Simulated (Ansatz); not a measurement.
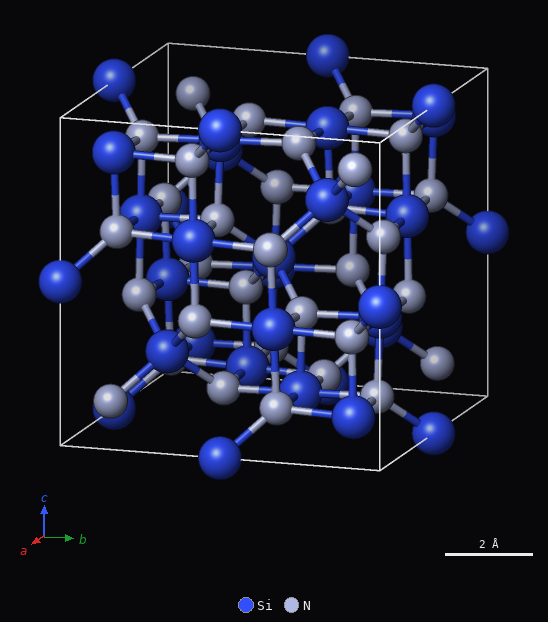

The structure as given in the input (ball-and-stick view of the cell 4 times as large as that of the calculation, set on its symmetry axes, seen slightly off an axis).

**Geometry relaxation, with input and output: Si$_{3}$N$_{4}$ (part 1 of 2)**

System: Si$_{3}$N$_{4}$ (Fd-3m, 14 atoms in the cell).
Method: DFT PBE, scalar-relativistic, plane waves, PAW, no spin polarisation (Ansatz 0.2.0).

The structure was made by a generator, so it may or may not be a known phase.

**The input**
```yaml
crystal:
  lattice:
    - [0.0, 3.8942099627, 3.8942099627]
    - [3.8942099627, 0.0, 3.8942099627]
    - [3.8942099627, 3.8942099627, 0.0]
  atoms:
    - { symbol: Si, position: [0.75, 0.75, 0.75] }
    - { symbol: Si, position: [0.5, 0.5, 0.5] }
    - { symbol: Si, position: [0.625, 0.125, 0.125] }
    - { symbol: Si, position: [0.125, 0.125, 0.625] }
    - { symbol: Si, position: [0.125, 0.625, 0.125] }
    - { symbol: Si, position: [0.125, 0.125, 0.125] }
    - { symbol: "N", position: [0.3675526179, 0.8973421462, 0.3675526179] }
    - { symbol: "N", position: [0.8824473821, 0.8824473821, 0.8824473821] }
    - { symbol: "N", position: [0.8973421462, 0.3675526179, 0.3675526179] }
    - { symbol: "N", position: [0.8824473821, 0.8824473821, 0.3526578538] }
    - { symbol: "N", position: [0.8824473821, 0.3526578538, 0.8824473821] }
    - { symbol: "N", position: [0.3675526179, 0.3675526179, 0.8973421462] }
    - { symbol: "N", position: [0.3526578538, 0.8824473821, 0.8824473821] }
    - { symbol: "N", position: [0.3675526179, 0.3675526179, 0.3675526179] }
basis:
  ecutwfc: 420
kpoints:
  mp_grid: { grid: [6, 6, 6] }
hamiltonian:
  xc: pbe
scf:
  occupations: { method: gaussian, width: 0.02 }
output:
  forces: true
  stress: true
  eigenvalues: true
  write_density: true
  write_potential: true
  elf: true
  volumetric_format: npy
relax:
  adjacent_minimum: "off"
  f_tol: 0.01
  max_steps: 80
  cell: { stress_tol: 0.05 }
```

Run on 1 thread of Arm Neoverse V1, 24 GiB of memory available, shared host.

Launch command:
```bash
ansatz run input.yaml --threads 1 --pin off --max-ram 2560MiB --backend cpu --events-out ev --progress --plain --runs-dir out
```

**Output**
```
Engine: ansatz 0.2.0, aarch64-unknown-linux-gnu
Pseudopotentials: kind: paw
Pseudopotential: Si, paw, valence charge 4, recommended cutoff 420 eV (normal), Si.paw.azcp
Pseudopotential: N, paw, valence charge 5, recommended cutoff 420 eV (normal), N.paw.azcp
Functional definition: PBE
  parameter kappa = 0.804
  parameter beta = 0.06672455060314922
  exchange = pbe_x(kappa = kappa, mu = beta*pi^2/3)
  correlation = pbe_c(beta = beta)
Crystal: 14 atoms, lattice volume = 118.110 Å³
Basis set: ecut = 420 eV, 2277 PW (Γ), exchange–correlation on 80×80×80 points (8 copies of the dense FFT grid, shifted against one another)
Bands: 46, of which v1, the nominal top of the filled ones, is band 32 counted from 1 (31 counted from 0)
Symmetry: 48 space group operations
Space group: Fd-3m (ITA 227), of the structure as read, at distance tolerance 4.9e-5 Å
k-points: 16 of 216
Non-local potential: Si, projectors of the file, l = 0: 2, l = 1: 2, l = 2: 2
Non-local potential: N, projectors of the file, l = 0: 2, l = 1: 2, l = 2: 1
PAW form: soft (Blöchl's): semilocal exchange-correlation on the pseudo side does not see the compensation charge
PAW one-centre angular grid: Si, 110 points (default); XC on 64 Gauss nodes
PAW one-centre angular grid: N, 110 points (default); XC on 64 Gauss nodes
Initial density: superposition of atomic densities (neutral atoms: chi_scale 0, normalization atom), corrected by the library's trained network
Initial wavefunctions: pseudopotential atomic-orbital guess
Functional: x = pbe(κ = 0.804, μ = 0.2195149727645171), c = pbe(β = 0.06672455060314922)
SCF iter   1: F=—  HF=-6899.813218 eV  |F-HF|=—  |Δ(HF+E_count)|=         —  Δρ=4.07e-3  dr2=3.46e-2  ethr=1.77e-3  ⟨swp⟩=10.3  Hψ=4095  notcnv=0  defer=16
preconditioner: auto → Resta (q_TF=auto, 2.463 Å⁻¹)  ε∞=4.4  [insulator: Δε(μ)=3.337 eV  Ē_g=14.866 eV  σ=0.020 eV  W_gap=1.00  n_scr=26 (ndim 8)  ℏωp=27.3 eV  f_vac=0.000  D(μ)=0.00/eV (n_scr^D=0)  ε∞_Penn≈4.4]
SCF iter   2: F=—  HF=-6899.801009 eV  |F-HF|=—  |Δ(HF+E_count)|=   1.22e-2  Δρ=1.66e-3  dr2=5.18e-3  ethr=5.41e-5  ⟨swp⟩=3.1  Hψ=1300  notcnv=0  defer=130
SCF iter   3: F=—  HF=-6899.800528 eV  |F-HF|=—  |Δ(HF+E_count)|=   4.81e-4  Δρ=4.67e-4  dr2=1.57e-4  ethr=8.09e-6  ⟨swp⟩=2.1  Hψ=1053  notcnv=0  defer=130
SCF iter   4: F=—  HF=-6899.800596 eV  |F-HF|=—  |Δ(HF+E_count)|=   6.86e-5  Δρ=1.55e-4  dr2=1.73e-5  ethr=2.45e-7  ⟨swp⟩=2.9  Hψ=1172  notcnv=0  defer=130
SCF iter   5: F=—  HF=-6899.800519 eV  |F-HF|=—  |Δ(HF+E_count)|=   7.73e-5  Δρ=1.89e-5  dr2=2.92e-7  ethr=2.70e-8  ⟨swp⟩=2.5  Hψ=1167  notcnv=0  defer=130
SCF iter   6: F=-6899.800519 eV  HF=-6899.800519 eV  |F-HF|=1.43e-9  |Δ(HF+E_count)|=   2.69e-7  Δρ=3.92e-6  dr2=1.62e-8  ethr=1.56e-10  ⟨swp⟩=18.0  Hψ=5746  notcnv=0
SCF 1 converged in 6 iterations: F = -6899.800519 eV  dr2 = 1.62e-8
  greatest PAW one-centre occupation: 0.789 electrons in one spin orbital (limit 2), on the N atom at site 13 (counted from 0), in its partial waves of l = 0
relax step   1: F+E_penalty+E_count = -6899.80051922 eV  Δ(F+E_penalty+E_count) = +0.000e0 eV  max|allowed force component| = 3.026e-3 eV/Å  Δτ_max = 0.0000 Å  P = +0.092 GPa  Ω = 118.110 Å³  (6 SCF iters, dr2 threshold 1.00e-7 eV, accepted)
Crystal: 14 atoms, lattice volume = 118.128 Å³
Initial density: handed on by an earlier stage of this run
Initial wavefunctions: those handed on with the density
iter 1 solved again at ethr=3.01e-9 eV; its pass at ethr=3.10e-3 eV (dr2=1.92e-6 eV) is discarded
SCF iter   1: F=—  HF=-6899.800542 eV  |F-HF|=—  |Δ(HF+E_count)|=         —  Δρ=4.23e-5  dr2=2.02e-6  ethr=3.01e-9  ⟨swp⟩=2.1  Hψ=2451  notcnv=0
preconditioner: auto → Resta (q_TF=auto, 2.463 Å⁻¹)  ε∞=4.4  [insulator: Δε(μ)=3.342 eV  Ē_g=14.865 eV  σ=0.020 eV  W_gap=1.00  n_scr=26 (ndim 8)  ℏωp=27.3 eV  f_vac=0.000  D(μ)=0.00/eV (n_scr^D=0)  ε∞_Penn≈4.4]
SCF iter   2: F=—  HF=-6899.800458 eV  |F-HF|=—  |Δ(HF+E_count)|=   8.36e-5  Δρ=1.21e-5  dr2=1.41e-7  ethr=3.01e-9  ⟨swp⟩=2.0  Hψ=1106  notcnv=0
SCF iter   3: F=-6899.800458 eV  HF=-6899.800458 eV  |F-HF|=2.04e-9  |Δ(HF+E_count)|=   3.56e-8  Δρ=4.72e-6  dr2=1.81e-8  ethr=3.32e-11  ⟨swp⟩=8.9  Hψ=4263  notcnv=0
SCF 2 converged in 3 iterations: F = -6899.800458 eV  dr2 = 1.81e-8
  greatest PAW one-centre occupation: 0.789 electrons in one spin orbital (limit 2), on the N atom at site 12 (counted from 0), in its partial waves of l = 0
relax step   2: F+E_penalty+E_count = -6899.80045814 eV  Δ(F+E_penalty+E_count) = +6.108e-5 eV  max|allowed force component| = 1.515e-3 eV/Å  Δτ_max = 0.0001 Å  P = +0.049 GPa  Ω = 118.128 Å³  energy of the carried Pulay correction = -7.121e-5 eV  (3 SCF iters, dr2 threshold 2.12e-8 eV, accepted)
Initial wavefunctions: pseudopotential atomic-orbital guess (no wavefunctions were taken with the density)
iter 1 solved again at ethr=1.83e-7 eV; its pass at ethr=3.10e-3 eV (dr2=1.17e-4 eV) is discarded
SCF iter   1: F=—  HF=-6899.800543 eV  |F-HF|=—  |Δ(HF+E_count)|=         —  Δρ=5.46e-6  dr2=2.38e-8  ethr=1.83e-7  ⟨swp⟩=5.1  Hψ=6549  notcnv=0  defer=2
eigensolver tolerance schedule: the retry pair's looser diagonalisation over-reported the residual by 4929.89 of it (diagonalisation noise at 0.41 of the residual, at the tolerance the schedule requests for it); recorded, not acted on — ethr = c·dr2/N_el stays at c = 1.0e-1
preconditioner: auto → Resta (q_TF=auto, 2.463 Å⁻¹)  ε∞=4.4  [insulator: Δε(μ)=3.343 eV  Ē_g=14.866 eV  σ=0.020 eV  W_gap=1.00  n_scr=26 (ndim 8)  ℏωp=27.3 eV  f_vac=0.000  D(μ)=0.00/eV (n_scr^D=0)  ε∞_Penn≈4.4]
SCF iter   2: F=—  HF=-6899.800458 eV  |F-HF|=—  |Δ(HF+E_count)|=   8.49e-5  Δρ=2.73e-6  dr2=7.70e-9  ethr=3.72e-11  ⟨swp⟩=3.4  Hψ=1613  notcnv=0
SCF iter   3: F=—  HF=-6899.800458 eV  |F-HF|=—  |Δ(HF+E_count)|=  5.55e-11  Δρ=1.28e-6  dr2=1.22e-9  ethr=1.20e-11  ⟨swp⟩=2.2  Hψ=1242  notcnv=0
SCF iter   4: F=-6899.800458 eV  HF=-6899.800458 eV  |F-HF|=1.00e-11  |Δ(HF+E_count)|=  1.65e-10  Δρ=3.90e-7  dr2=1.31e-10  ethr=1.00e-12  ⟨swp⟩=7.3  Hψ=4005  notcnv=0
SCF 3 converged in 4 iterations: F = -6899.800458 eV  dr2 = 1.31e-10
relax step   3: F+E_penalty+E_count = -6899.80045814 eV  Δ(F+E_penalty+E_count) = -1.208e-9 eV  max|allowed force component| = 1.509e-3 eV/Å  Δτ_max = 0.0000 Å  P = +0.049 GPa  Ω = 118.128 Å³  stress off target by 4.94e-2 GPa  SCF on the basis re-selected at this cell (its energy is not comparable with the rows above)  (4 SCF iters)
```

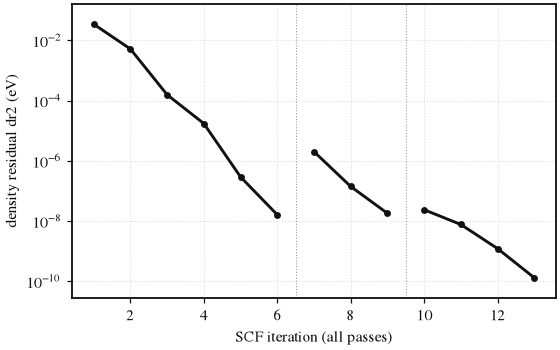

Convergence of the self-consistent field: density residual dr2 against the SCF iteration. The dotted lines part the SCF passes of the relaxation: geometry steps, rejected trials and re-solves on a re-selected basis. The passes take 6, 3 and 4 iterations.

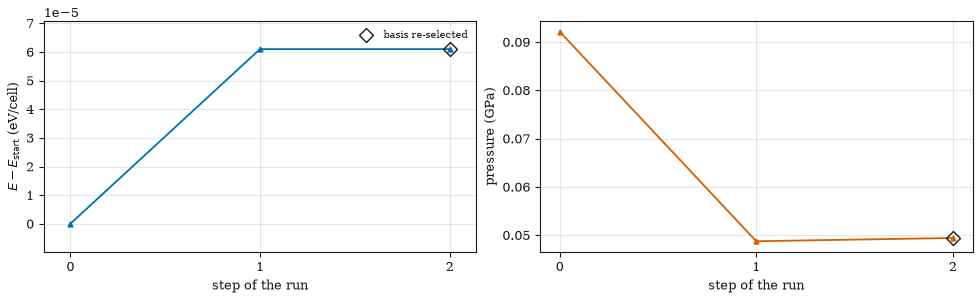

Progress of the relaxation, step by step (the first geometry is step 0 here and step 1 in the log). The energy rises by 0.1 meV per cell of the calculation in 1 geometry step. Largest force component: 0.003 eV/Å at the start, 0.0015 eV/Å at the end. Pressure: 0.09 GPa at the start and 0.05 GPa at the end. No atom moves by more than 0.005 Å. The cell stays as it was. The space group stays Fd-3m (No. 227). A last SCF at the same geometry on a re-selected plane-wave basis shifts the energy by next to nothing (0.0 meV per cell of the calculation).

```
basis re-selected at this cell: Δ(F+E_penalty+E_count) = -1.208e-9 eV, ΔP = +0.001 GPa vs the last step (what re-selecting the basis moved, of the pressure what is left beyond the Pulay correction that the steps carried, after the strain that the cell walked since its last selection, with what the two solves' SCF thresholds leave and, on support functions, any second-order correction that the steps lacked; it is no measure of the basis error at this ecutwfc). This SCF's stress stands 4.94e-2 GPa from its target on what of the cell is left free (relax.cell.stress_tol is 5.00e-2 GPa) and its largest allowed force component is 1.51e-3 eV/Å (relax.f_tol is 1.00e-2 eV/Å): within both
SCF converged after 4 iterations
Free energy (F): -6899.800458 eV
Harris-Foulkes:  -6899.800458 eV  (|F-HF|=1.00e-11)
Internal energy: -6899.800458 eV  (E = F + TS)
E sigma→0 (E₀):  -6899.800458 eV
Fermi energy:    12.643173 eV
--- Per-component energies (eV) ---
  E_band       = 270.869086
  E_kinetic    = 1360.297849
  E_local      = -1483.882698  (includes V_loc(G=0)·N_el)
  E_nonlocal   = 501.657202
  E_hartree    = 491.915342
  E_xc         = -831.443180
  E_vxc        = -919.204988  (∫ρ·V_xc dr)
  E_paw        = -4098.100975  (= ΣΔE_a)
  E_vpaw       = -171.829722  (= ΣTr[D̂ρ^β])
  E_aug_tail   = 0.000852  (compensation charges beyond the density's cutoff)
  E_ewald      = -2840.244851
  E_smearing   = -0.000000  (= −TS)
  E_closure    = -0.000000  (closes the sum)
  Σ components = -6899.800458   (vs F -6899.800458, Δ=0.00e0)
--- Forces (eV/Å), atoms counted from 1 ---
  atom   1  Si     0.00000000    -0.00000000     0.00000000
  atom   2  Si    -0.00000000    -0.00000000    -0.00000000
  atom   3  Si    -0.00000000     0.00000000    -0.00000000
  atom   4  Si    -0.00000000     0.00000000     0.00000000
  atom   5  Si    -0.00000000     0.00000000     0.00000000
  atom   6  Si    -0.00000000     0.00000000    -0.00000000
  atom   7  N      0.00150946    -0.00150946     0.00150946
  atom   8  N      0.00150946     0.00150946     0.00150946
  atom   9  N     -0.00150946     0.00150946     0.00150946
  atom  10  N     -0.00150946    -0.00150946     0.00150946
  atom  11  N     -0.00150946     0.00150946    -0.00150946
  atom  12  N      0.00150946     0.00150946    -0.00150946
  atom  13  N      0.00150946    -0.00150946    -0.00150946
  atom  14  N     -0.00150946    -0.00150946    -0.00150946
  max |Σ_I F_I| component: 8.72e-17 eV/Å
```
